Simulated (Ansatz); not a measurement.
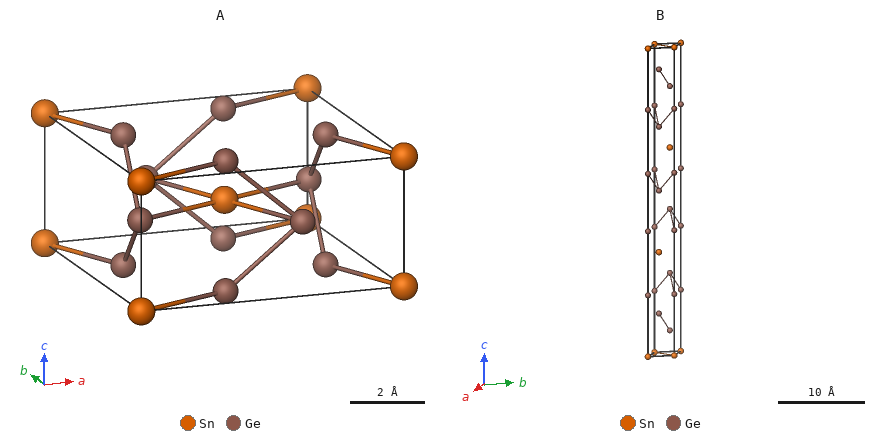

Two structures of SnGe$_{4}$, each relaxed to rest (conventional cells in solid outline, small ones repeated, not to one scale). Method: Ansatz, DFT PBE, scalar-relativistic, plane waves, PAW, without spin polarisation.

Which two forms are compared?

A: 10 atoms a cell on a body-centred tetragonal lattice, I4/m. B: 15 atoms a cell on a rhombohedral (trigonal R) lattice, R-3m.

Which has the lower energy, and by how much?

A is lower, by 45 meV/atom at this level of theory (energies at zero smearing). Volumes: A 21.3, B 21.5 Å³/atom.

One or both may be structure types tried for this composition rather than known phases.
